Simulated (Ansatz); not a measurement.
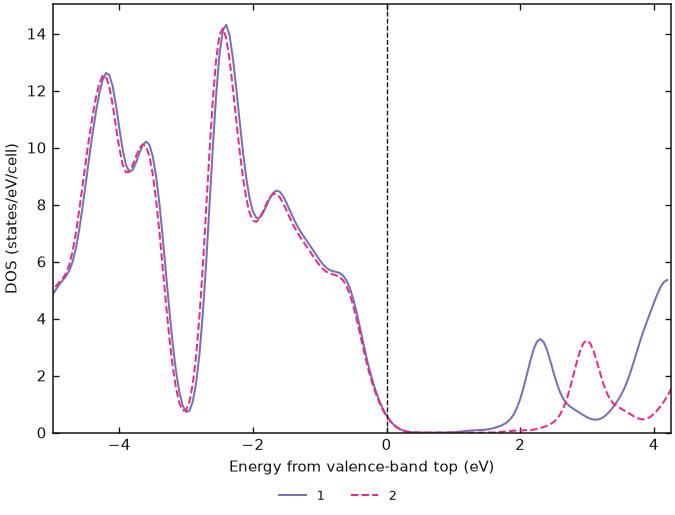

Total densities of states of ZnCu₂SnS₄, space group I-4, 8 atoms in the cell, kesterite type, by two methods on the same cell. The curves are built from the levels of the k mesh with Gaussians 0.4 eV wide, which also blur the band edges. Each is counted from its own valence-band top.

### Which curve is which? The methods: PBE0, HSE06.

1 is HSE06; 2 is PBE0. HSE06 gives a gap of 1.31 eV and PBE0 gives a gap of 1.97 eV.

Settings. HSE06: DFT, HSE06, plane waves, PAW, no spin polarisation, 4×4×4 k mesh, 420 eV cutoff (Ansatz). PBE0: DFT, PBE0, plane waves, PAW, no spin polarisation, 4×4×4 k mesh, 420 eV cutoff (Ansatz 0.2.0).

The atoms aren't at rest in this cell (largest force 0.4 eV/Å), so the relaxed material can differ.
